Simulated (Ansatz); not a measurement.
**KTaO$_{3}$: 9 runs along one coordinate**

System: KTaO$_{3}$ (5 atoms in the cell).
Method: DFT PBE, scalar-relativistic, plane waves, PAW, no spin polarisation (Ansatz 0.2.0).

The 9 runs differ only in the geometry, by a strain of the cell at fixed fractional positions. Against run 5, the strain is εxx = η. The structure derives from an entry of the Crystallography Open Database.

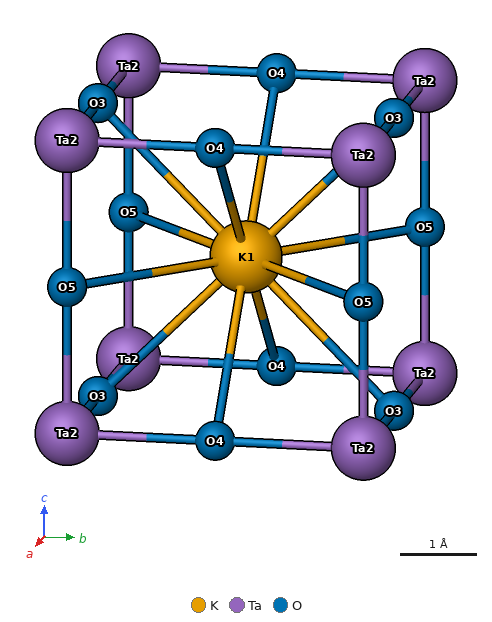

Figure 1. The structure of run 5 (ball-and-stick view of the cell of the calculation, seen slightly off an axis; atoms are numbered from 1 in the order of the input). An atom can appear more than once, as a periodic image.

## Input of run 5
```yaml
crystal:
  lattice:
    - [4.0880075, 0.0, 0.0]
    - [0.0, 3.9883, 0.0]
    - [0.0, 0.0, 3.9883]
  atoms:
    - { symbol: K, position: [0.5, 0.5, 0.5] }
    - { symbol: Ta, position: [0.0, 0.0, 0.0] }
    - { symbol: O, position: [0.5, 0.0, 0.0] }
    - { symbol: O, position: [0.0, 0.5, 0.0] }
    - { symbol: O, position: [0.0, 0.0, 0.5] }
basis:
  ecutwfc: 420
kpoints:
  mp_grid: { grid: [8, 8, 8] }
hamiltonian:
  xc: pbe
scf:
  occupations: { method: gaussian, width: 0.05 }
output:
  forces: true
  stress: true
  eigenvalues: true
```

Command:
```bash
ansatz run input.yaml --threads 1 --pin off --max-ram 2560MiB --backend cpu --events-out ev --progress --plain --runs-dir out
```

Run 4 differs from it as follows:
```diff
-    - [4.0880075, 0.0, 0.0]
+    - [3.8885925, 0.0, 0.0]
```

## Results, with one run withheld

| run | strain parameter η (%) | free energy per atom, from the lowest run given (meV) | pressure (GPa) | gap on the mesh (eV) |
| --- | --- | --- | --- | --- |
| 1 | −12.1951 | 308.42 | 39.25 | 2.23 |
| 2 | −9.7561 | 168.07 | 27.89 | 2.24 |
| 3 | −7.3171 | 76.58 | 18.73 | 2.23 |
| 4 | −4.8780 | ? | ? | ? |
| 5 | 0.0000 | 0.00 | 0.66 | 2.14 |
| 6 | 2.4390 | 17.52 | −3.11 | 2.05 |
| 7 | 4.8780 | 48.34 | −6.09 | 1.96 |
| 8 | 6.0976 | 67.62 | −7.33 | 1.91 |
| 9 | 7.3171 | 89.00 | −8.42 | 1.86 |

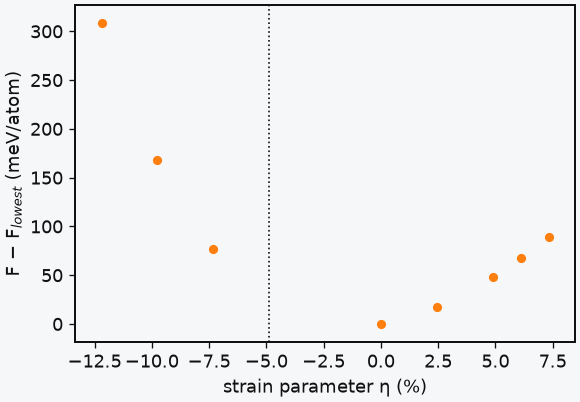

Figure 2. Free energy per atom of the runs given; the dotted line marks run 4.

Estimate the energy of run 4 from the others.

A cubic polynomial in the coordinate, fitted to the 8 runs given, misses them by at most 1.82 meV per atom. With x = η + 1.0671, it reads F = −5.0099 + 1.1507 x + 1.8016 x² − 0.074212 x³ (meV per atom). At run 4 it gives 20.88 meV per atom, and the run itself gives 23.42. The fit has its minimum at η = −1.3804 %. The fit misses that run by 2.54 meV per atom. The gap on the mesh lies between 1.86 eV (run 9) and 2.24 eV (run 2); run 4 has 2.23 eV. These are gaps of this functional on this mesh, which can miss the band edges; they aren't the measured gap.

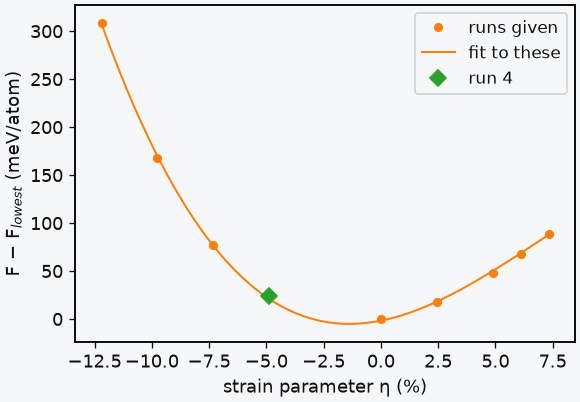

Figure 3. The fit and the withheld run.

## Output, shortened to warnings, some set-up lines, iterations and results (run 4)
```
Basis set: ecut = 420 eV, 1229 PW (Γ), exchange–correlation on 54×54×54 points (8 copies of the dense FFT grid, shifted against one another)
Symmetry: 16 space group operations
k-points: 75 of 512
Initial density: superposition of atomic densities (neutral atoms: chi_scale 0, normalization atom), corrected by the library's trained network
[...]
SCF iter   1: F=—  HF=-13178.085291 eV  |F-HF|=—  |Δ(HF+E_count)|=         —  Δρ=1.08e-3  dr2=3.59e-4  ethr=1.77e-3  ⟨swp⟩=6.5  Hψ=9343  notcnv=0
SCF iter   2: F=—  HF=-13178.085678 eV  |F-HF|=—  |Δ(HF+E_count)|=   3.87e-4  Δρ=5.62e-4  dr2=5.94e-5  ethr=8.96e-7  ⟨swp⟩=2.0  Hψ=3980  notcnv=0
SCF iter   3: F=—  HF=-13178.084707 eV  |F-HF|=—  |Δ(HF+E_count)|=   9.71e-4  Δρ=2.77e-4  dr2=1.50e-5  ethr=1.48e-7  ⟨swp⟩=2.0  Hψ=2877  notcnv=0
SCF iter   4: F=—  HF=-13178.084756 eV  |F-HF|=—  |Δ(HF+E_count)|=   4.85e-5  Δρ=3.03e-5  dr2=3.03e-7  ethr=3.76e-8  ⟨swp⟩=2.0  Hψ=3129  notcnv=0
SCF iter   5: F=-13178.084756 eV  HF=-13178.084756 eV  |F-HF|=1.80e-8  |Δ(HF+E_count)|=   4.06e-7  Δρ=1.39e-5  dr2=7.11e-8  ethr=7.57e-10  ⟨swp⟩=2.1  Hψ=2944  notcnv=0
SCF iter   6: F=-13178.084756 eV  HF=-13178.084756 eV  |F-HF|=2.30e-9  |Δ(HF+E_count)|=   1.48e-8  Δρ=4.52e-6  dr2=1.12e-8  ethr=1.78e-10  ⟨swp⟩=6.3  Hψ=7964  notcnv=0
SCF 1 converged in 6 iterations: F = -13178.084756 eV  dr2 = 1.12e-8
SCF converged after 6 iterations
Free energy (F): -13178.084756 eV
Harris-Foulkes:  -13178.084756 eV  (|F-HF|=2.30e-9)
Internal energy: -13178.084756 eV  (E = F + TS)
E sigma→0 (E₀):  -13178.084756 eV
Fermi energy:    10.279528 eV
--- Per-component energies (eV) ---
  E_band       = -237.755159
  E_kinetic    = 1149.935406
  E_local      = -2192.715834  (includes V_loc(G=0)·N_el)
  E_nonlocal   = 171.189002
  E_hartree    = 769.019171
  E_xc         = -577.036913
  E_vxc        = -654.119398  (∫ρ·V_xc dr)
  E_paw        = -9653.704327  (= ΣΔE_a)
  E_vpaw       = -250.088940  (= ΣTr[D̂ρ^β])
  E_aug_tail   = 0.007376  (compensation charges beyond the density's cutoff)
  E_ewald      = -2844.778636
  E_smearing   = -0.000000  (= −TS)
  E_closure    = 0.000000  (closes the sum)
  Σ components = -13178.084756   (vs F -13178.084756, Δ=0.00e0)
--- Forces (eV/Å), atoms counted from 1 ---
  atom   1  K      0.00000000     0.00000000     0.00000000
  atom   2  Ta     0.00000000     0.00000000     0.00000000
  atom   3  O      0.00000000     0.00000000     0.00000000
  atom   4  O      0.00000000     0.00000000     0.00000000
  atom   5  O      0.00000000     0.00000000     0.00000000
  max |Σ_I F_I| component: 1.06e-29 eV/Å
--- Stress (GPa, compression-positive) ---
       18.667034       0.000000       0.000000
        0.000000       7.678881       0.000000
        0.000000       0.000000       7.678881
  P = ⅓ Tr σ = 11.3416 GPa (113.416 kbar)
```

Notes: Spin–orbit coupling is left out, which matters for Ta.
